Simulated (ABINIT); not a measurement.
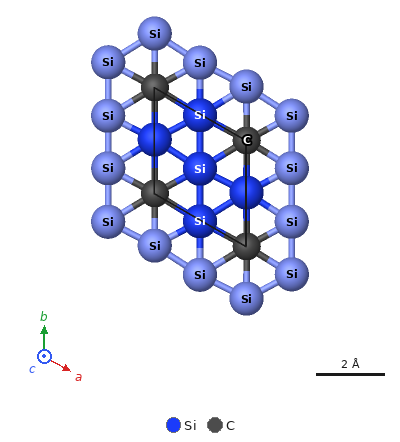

**Figure 1.** The structure as given in the input (ball-and-stick view of the cell of the calculation, along the c axis; neighbours outside the cell are drawn fainter). An atom can appear more than once, as a periodic image. Near neighbours in the periodic cell (some may lie outside the picture): Si has 2 C at 1.53 to 1.63 Å and 4 Si at 1.53 to 1.63 Å; C has 6 Si at 1.53 to 1.63 Å.

# Run report: Si$_{3}$C, phonon calculation (part 1 of 4)

- system: Si$_{3}$C (P1, 4 atoms in the cell)
- method: Kohn-Sham DFT of a periodic cell, PBE with D3(BJ), JTH PAW PBE v2.0, no spin polarisation (ABINIT 10.8.3)

The structure was built on a prototype by a generator; it need not be a known phase.

## Log
```
.Version 10.8.3 of ABINIT
 DATASET    1 : space group P1 (#  1); Bravais aP (primitive triclinic)
================================================================================
 Values of the parameters that define the memory need for DATASET  1.
     intxc =       0    ionmov =       0      iscf =      17    lmnmax =       8
     lnmax =       4     mgfft =      30  mpssoang =       2    mqgrid =    3001
     natom =       4  nloc_mem =       2    nspden =       1   nspinor =       1
    nsppol =       1      nsym =       1    n1xccc =       1    ntypat =       2
    occopt =       3   xclevel =       2
       mpw =         660          nfft =       17280          nkpt =         132
 PAW method is used; the additional fine FFT grid is defined by:
   mgfftf=        40    nfftf =     36000
================================================================================
================================================================================

 DATASET    2 : space group P1 (#  1); Bravais aP (primitive triclinic)
================================================================================
 Values of the parameters that define the memory need for DATASET  2 (RF).
     intxc =       0      iscf =       7    lmnmax =       8     lnmax =       4
     mgfft =      30  mpssoang =       2    mqgrid =    3001     natom =       4
  nloc_mem =       2    nspden =       1   nspinor =       1    nsppol =       1
      nsym =       1    n1xccc =       1    ntypat =       2    occopt =       3
   xclevel =       2
      nfft =       17280          nkpt =         132
================================================================================
================================================================================

--------------------------------------------------------------------------------
------------- Echo of variables that govern the present computation ------------
--------------------------------------------------------------------------------
 -outvars: echo values of preprocessed input variables --------
            acell      1.0000000000E+00  1.0000000000E+00  1.0000000000E+00 Bohr
              amu      2.80855000E+01  1.20110000E+01
          chkprim           0
      chksymtnons           0
             ecut      1.40000000E+01 Hartree
           getwfk1          0
           getwfk2          1
             iscf1         17
             iscf2          7
                       outvar_i_n : Printing only first  50 k-points.
              ixc          11
           jdtset        1    2
                       outvar_i_n : Printing only first  50 k-points.
           kptopt1          1
           kptopt2          2
         kptrlatt        8    0    0      0    8    0      0    0    4
          kptrlen      3.35814754E+01
            natom           4
            nband          16
           nbdbuf1          4
           nbdbuf2          2
           ndtset           2
            ngfft          24      24      30
          ngfftdg          30      30      40
             nkpt         132
            nline1          6
            nline2          4
           nnsclo           2
             nqpt1          0
             nqpt2          1
            nstep          80
             nsym           1
           ntypat           2
                       prtocc : prtvol=0, do not print more k-points.
           occopt           3
        optdriver1          0
        optdriver2          1
        pawecutdg      2.80000000E+01 Hartree
          pawovlp     -1.0000000000E+00
         pawxcdev           0
           prtden           0
        prtebands           0
           prteig           0
            prtwf1          1
            prtwf2          0
           rfphon1          0
           rfphon2          1
            rprim      5.9587069795E+00  0.0000000000E+00  0.0000000000E+00
                      -2.9793534897E+00  5.1603916301E+00  0.0000000000E+00
                       0.0000000000E+00  0.0000000000E+00  8.3953688452E+00
          spgroup           1
           tolsym      1.00000000E-06
           tolvrs1     1.00000000E-11
           tolvrs2     1.00000000E-06
           tolwfr1     1.00000000E-14
           tolwfr2     0.00000000E+00
           tsmear      1.83746611E-03 Hartree
            typat      1  1  1  2
           useylm           1
           vdw_xc           7
                       outvars : Printing only first  50 k-points.
           xangst      1.5942182342E+00 -3.1368259052E-02  2.1973464596E+00
                      -7.8947913250E-01  1.4002362657E+00  2.2131000534E+00
                       8.0976374493E-01  1.3215084074E+00  2.2298221424E+00
                       1.6978469680E-02  1.6119686009E-02  2.2122070832E+00
            xcart      3.0126358476E+00 -5.9277418655E-02  4.1523830123E+00
                      -1.4918993426E+00  2.6460630538E+00  4.1821529902E+00
                       1.5302317046E+00  2.4972889631E+00  4.2137531586E+00
                       3.2084657731E-02  3.0461791792E-02  4.1804655211E+00
             xred      4.9984200000E-01 -1.1487000000E-02  4.9460400000E-01
                       6.0090000000E-03  5.1276400000E-01  4.9815000000E-01
                       4.9877300000E-01  4.8393400000E-01  5.0191400000E-01
                       8.3360000000E-03  5.9030000000E-03  4.9794900000E-01
            znucl       14.00000    6.00000

================================================================================

 chkinp: Checking input parameters for consistency, jdtset=   1.

 chkinp: Checking input parameters for consistency, jdtset=   2.

================================================================================
== DATASET  1 ==================================================================

--- !DatasetInfo
iteration_state: {dtset: 1, }
dimensions: {natom: 4, nkpt: 132, mband: 16, nsppol: 1, nspinor: 1, nspden: 1, mpw: 660, }
cutoff_energies: {ecut:  14.0, pawecutdg:  28.0, }
electrons: {nelect:   1.60000000E+01, charge:   0.00000000E+00, occopt:   3.00000000E+00, tsmear:   1.83746611E-03, }
meta: {optdriver: 0, ionmov: 0, optcell: 0, iscf: 17, paral_kgb: 0, }
...

 Exchange-correlation functional for the present dataset will be:
  GGA: Perdew-Burke-Ernzerhof functional - ixc=11
  J.P.Perdew, K.Burke, M.Ernzerhof, PRL 77, 3865 (1996)

 Real(R)+Recip(G) space primitive vectors, cartesian coordinates (Bohr,Bohr^-1):
 R(1)=  5.9587070  0.0000000  0.0000000  G(1)=  0.1678216  0.0968919  0.0000000
 R(2)= -2.9793535  5.1603916  0.0000000  G(2)=  0.0000000  0.1937837  0.0000000
 R(3)=  0.0000000  0.0000000  8.3953688  G(3)=  0.0000000  0.0000000  0.1191133
 Unit cell volume ucvol=  2.5815139E+02 bohr^3
 Angles (23,13,12)=  9.00000000E+01  9.00000000E+01  1.20000000E+02 degrees

 Coarse grid specifications (used for wave-functions):

 getcut: wavevector=  0.0000  0.0000  0.0000  ngfft=  24  24  30
         ecut(hartree)=     14.000   => boxcut(ratio)=   2.12155

 Fine grid specifications (used for densities):

 getcut: wavevector=  0.0000  0.0000  0.0000  ngfft=  30  30  40
         ecut(hartree)=     28.000   => boxcut(ratio)=   2.00021

--- Pseudopotential description ------------------------------------------------
- pspini: atom type   1  psp file is ./Si.GGA_PBE-JTH.xml
 Pseudopotential format is: paw10
 basis_size (lnmax)=  4 (lmn_size=  8), orbitals=   0   0   1   1
 Spheres core radius: rc_sph= 1.90944987
 Shapefunction is BESSEL type: shapef(r,l)=aa(1,l)*jl(q(1,l)*r)+aa(2,l)*jl(q(2,l)*r)
 Radius for shape functions =  1.60149249
 Compensation charge density is not taken into account in XC energy/potential

- pspini: atom type   2  psp file is ./C.GGA_PBE-JTH.xml
 Pseudopotential format is: paw10
 basis_size (lnmax)=  4 (lmn_size=  8), orbitals=   0   0   1   1
 Spheres core radius: rc_sph= 1.50736703
 Shapefunction is SIN type: shapef(r)=[sin(pi*r/rshp)/(pi*r/rshp)]**2
 Radius for shape functions =  1.30052589
 Compensation charge density is not taken into account in XC energy/potential

   2.97137742E+02                                ecore*ucvol(ha*bohr**3)
--------------------------------------------------------------------------------

================================================================================

--- !BeginCycle
iteration_state: {dtset: 1, }
solver: {iscf: 17, nstep: 80, nline: 6, wfoptalg: 10, }
tolerances: {tolwfr: 1.00E-14, tolvrs: 1.00E-11, }
...

     iter   Etot(hartree)      deltaE(h)  residm     nres2
 ETOT  1  -16.060379344266    -1.606E+01 3.735E-01 3.952E+01
 ETOT  2  -15.791375558069     2.690E-01 1.819E-03 3.923E+00
 ETOT  3  -15.741642413415     4.973E-02 9.848E-05 4.106E-01
 ETOT  4  -15.738016639677     3.626E-03 1.385E-06 8.753E-02
 ETOT  5  -15.737567999982     4.486E-04 3.563E-07 1.289E-02
 ETOT  6  -15.737670190472    -1.022E-04 4.428E-08 9.165E-04
 ETOT  7  -15.737701248479    -3.106E-05 8.942E-09 4.635E-05
 ETOT  8  -15.737703097833    -1.849E-06 4.751E-10 2.161E-06
 ETOT  9  -15.737703270583    -1.727E-07 9.157E-12 5.850E-08
 ETOT 10  -15.737703271874    -1.291E-09 3.185E-13 1.319E-09
 ETOT 11  -15.737703272003    -1.288E-10 9.988E-15 1.917E-10
 ETOT 12  -15.737703272017    -1.414E-11 9.994E-15 9.685E-12

 At SCF step   12  max residual=  9.99E-15 < tolwfr=  1.00E-14 AND nres2   =  9.68E-12 < tolvrs=  1.00E-11 =>converged.

 Cartesian components of stress tensor (hartree/bohr^3)
  sigma(1 1)= -2.46148539E-02  sigma(3 2)=  4.78643885E-06
  sigma(2 2)= -2.46790408E-02  sigma(3 1)=  2.83783752E-05
  sigma(3 3)=  4.00463613E-04  sigma(2 1)= -1.58755908E-04

--- !ResultsGS
iteration_state: {dtset: 1, }
comment   : Summary of ground state results
lattice_vectors:
- [  5.9587070,   0.0000000,   0.0000000, ]
- [ -2.9793535,   5.1603916,   0.0000000, ]
- [  0.0000000,   0.0000000,   8.3953688, ]
lattice_lengths: [   5.95871,    5.95871,    8.39537, ]
lattice_angles: [ 90.000,  90.000, 120.000, ] # degrees, (23, 13, 12)
lattice_volume:   2.5815139E+02
convergence: {deltae: -1.414E-11, res2:  9.685E-12, residm:  9.994E-15, diffor: null, }
etotal    :  -1.57377033E+01
entropy   :   0.00000000E+00
fermie    :   4.26629226E-01
cartesian_stress_tensor: # hartree/bohr^3
- [ -2.46148539E-02,  -1.58755908E-04,   2.83783752E-05, ]
- [ -1.58755908E-04,  -2.46790408E-02,   4.78643885E-06, ]
- [  2.83783752E-05,   4.78643885E-06,   4.00463613E-04, ]
pressure_GPa:   4.7950E+02
xred      :
- [  4.9984E-01,  -1.1487E-02,   4.9460E-01, Si]
- [  6.0090E-03,   5.1276E-01,   4.9815E-01, Si]
- [  4.9877E-01,   4.8393E-01,   5.0191E-01, Si]
- [  8.3360E-03,   5.9030E-03,   4.9795E-01,  C]
cartesian_forces: # hartree/bohr
- [  1.48813554E-01,   1.26910617E-01,  -3.56702646E-02, ]
- [ -6.20274721E-03,  -1.58515649E-01,  -2.23262442E-04, ]
- [ -9.33918600E-02,   7.66263120E-02,   3.68933482E-02, ]
- [ -4.92189471E-02,  -4.50212798E-02,  -9.99821248E-04, ]
force_length_stats: {min:   6.67114685E-02, max:   1.98806807E-01, mean:   1.37616877E-01, }
...

 Integrated electronic density in atomic spheres:
 ------------------------------------------------
 Atom  Sphere_radius  Integrated_density
    1        1.90945          3.70120052
    2        1.90945          3.70190706
    3        1.90945          3.69694482
    4        1.50737          3.56713527

================================================================================

 ----iterations are completed or convergence reached----

 Mean square residual over all n,k,spin=   30.764E-16; max=  99.937E-16
 reduced coordinates (array xred) for    4 atoms
       0.499842000000     -0.011487000000      0.494604000000
       0.006009000000      0.512764000000      0.498150000000
       0.498773000000      0.483934000000      0.501914000000
       0.008336000000      0.005903000000      0.497949000000
 rms dE/dt=  4.5773E-01; max dE/dt=  7.9974E-01; dE/dt below (all hartree)
    1      -0.886209729843     -0.211325056273      0.300647732888
    2       0.037486987733      0.799737897394      0.003057075690
    3       0.557021362578     -0.673453897255     -0.308550561325
    4       0.293807918081      0.085902039661      0.009576573298

 cartesian coordinates (angstrom) at end:
    1      1.59421823420905    -0.03136825905208     2.19734645956519
    2     -0.78947913250447     1.40023626574220     2.21310005344154
    3      0.80976374492710     1.32150840742659     2.22982214237289
    4      0.01697846967957     0.01611968600892     2.21220708323027

 cartesian forces (hartree/bohr) at end:
    1      0.14881355427122     0.12691061673838    -0.03567026455562
    2     -0.00620274721057    -0.15851564894578    -0.00022326244231
    3     -0.09339185998834     0.07662631201558     0.03689334824634
    4     -0.04921894707231    -0.04502127980818    -0.00099982124841
 frms,max,avg= 8.4209586E-02 1.5851565E-01  -8.838E-05 -9.274E-05 -1.409E-04 h/b

 cartesian forces (eV/Angstrom) at end:
    1      7.65230063431597     6.52600630180881    -1.83423875212163
    2     -0.31895808581689    -8.15120240167130    -0.01148061638112
    3     -4.80240252931691     3.94028338959928     1.89713224423755
    4     -2.53094001918218    -2.31508728973679    -0.05141287573480
 frms,max,avg= 4.3302310E+00 8.1512024E+00  -4.545E-03 -4.769E-03 -7.244E-03 e/A
 length scales=  1.000000000000  1.000000000000  1.000000000000 bohr
              =  0.529177210544  0.529177210544  0.529177210544 angstroms
 Fermi (or HOMO) energy (hartree) =   0.42663   Average Vxc (hartree)=  -0.39869
 Eigenvalues (hartree) for nkpt= 132  k points:
 kpt#   1, nband= 16, wtk=  0.00391, kpt=  0.0000  0.0000  0.0000 (reduced coord)
  -0.45531   -0.03523   -0.03296   -0.01357    0.10711    0.12352    0.35392    0.39651
   0.39821    0.50598    0.51174    0.63732    0.63935    0.76440    0.76485    0.88683
      occupation numbers for kpt#   1
   2.00000    2.00000    2.00000    2.00000    2.00000    2.00000    2.00000    2.00000
   2.00000    0.00000    0.00000    0.00000    0.00000    0.00000    0.00000    0.00000
 prteigrs : prtvol=0 or 1, do not print more k-points.

--- !EnergyTerms
iteration_state     : {dtset: 1, }
comment             : Components of total free energy in Hartree
kinetic             :  1.29236017477704E+01
hartree             :  1.05108842028205E+01
xc                  : -1.10108457106370E+01
Ewald energy        : -8.64685504395765E+00
psp_core            :  1.15102126084766E+00
local_psp           : -2.87079955260254E+01
PAW spherical_terms :  8.10948299289294E+00
VdWaals_dft_d       : -6.67036886724732E-02
internal            : -1.57374097649611E+01
'-kT*entropy'       : -2.93994472991624E-04
total_energy        : -1.57377037594341E+01
total_energy_eV     : -4.28244735622789E+02
...

--- !EnergyTermsDC
iteration_state     : {dtset: 1, }
comment             : '"Double-counting" decomposition of free energy'
band_energy         :  6.19355232154308E-01
Ewald energy        : -8.64685504395765E+00
psp_core            :  1.15102126084766E+00
xc_dc               : -1.20795573427614E+01
PAW spherical_terms :  3.28533030484560E+00
VdWaals_dft_d       : -6.67036886724732E-02
internal            : -1.57374092775440E+01
'-kT*entropy'       : -2.93994472991624E-04
total_energy_dc     : -1.57377032720170E+01
total_energy_dc_eV  : -4.28244722359493E+02
...

--- !EnergyTermsWithPAWCore
iteration_state     : {dtset: 1, }
comment             : 'Components of total free energy, including PAW core contributions'
Total energy        : -9.06242105714934E+02
Total energy DC     : -9.06242105227517E+02
Total energy (eV)   : -2.46601039709802E+04
Total energy DC (eV): -2.46601039577169E+04
...

 Cartesian components of stress tensor (hartree/bohr^3)
  sigma(1 1)= -2.46148539E-02  sigma(3 2)=  4.78643885E-06
  sigma(2 2)= -2.46790408E-02  sigma(3 1)=  2.83783752E-05
  sigma(3 3)=  4.00463613E-04  sigma(2 1)= -1.58755908E-04

-Cartesian components of stress tensor (GPa)         [Pressure=  4.7950E+02 GPa]
- sigma(1 1)= -7.24194003E+02  sigma(3 2)=  1.40821893E-01
- sigma(2 2)= -7.26082447E+02  sigma(3 1)=  8.34920624E-01
- sigma(3 3)=  1.17820463E+01  sigma(2 1)= -4.67076006E+00

================================================================================
== DATASET  2 ==================================================================

--- !DatasetInfo
iteration_state: {dtset: 2, }
dimensions: {natom: 4, nkpt: 132, mband: 16, nsppol: 1, nspinor: 1, nspden: 1, mpw: 660, }
cutoff_energies: {ecut:  14.0, pawecutdg:  28.0, }
electrons: {nelect:   1.60000000E+01, charge:   0.00000000E+00, occopt:   3.00000000E+00, tsmear:   1.83746611E-03, }
meta: {optdriver: 1, rfphon: 1, }
...

 mkfilename : getwfk/=0, take file _WFK from output of DATASET   1.

 Exchange-correlation functional for the present dataset will be:
  GGA: Perdew-Burke-Ernzerhof functional - ixc=11
  J.P.Perdew, K.Burke, M.Ernzerhof, PRL 77, 3865 (1996)

 Real(R)+Recip(G) space primitive vectors, cartesian coordinates (Bohr,Bohr^-1):
 R(1)=  5.9587070  0.0000000  0.0000000  G(1)=  0.1678216  0.0968919  0.0000000
 R(2)= -2.9793535  5.1603916  0.0000000  G(2)=  0.0000000  0.1937837  0.0000000
 R(3)=  0.0000000  0.0000000  8.3953688  G(3)=  0.0000000  0.0000000  0.1191133
 Unit cell volume ucvol=  2.5815139E+02 bohr^3
 Angles (23,13,12)=  9.00000000E+01  9.00000000E+01  1.20000000E+02 degrees
 setup1 : take into account q-point for computing boxcut.

 Coarse grid specifications (used for wave-functions):

 getcut: wavevector=  0.0000  0.0000  0.0000  ngfft=  24  24  30
         ecut(hartree)=     14.000   => boxcut(ratio)=   2.12155

 Fine grid specifications (used for densities):

 getcut: wavevector=  0.0000  0.0000  0.0000  ngfft=  30  30  40
         ecut(hartree)=     28.000   => boxcut(ratio)=   2.00021
--------------------------------------------------------------------------------

 ==>  initialize data related to q vector <==
```
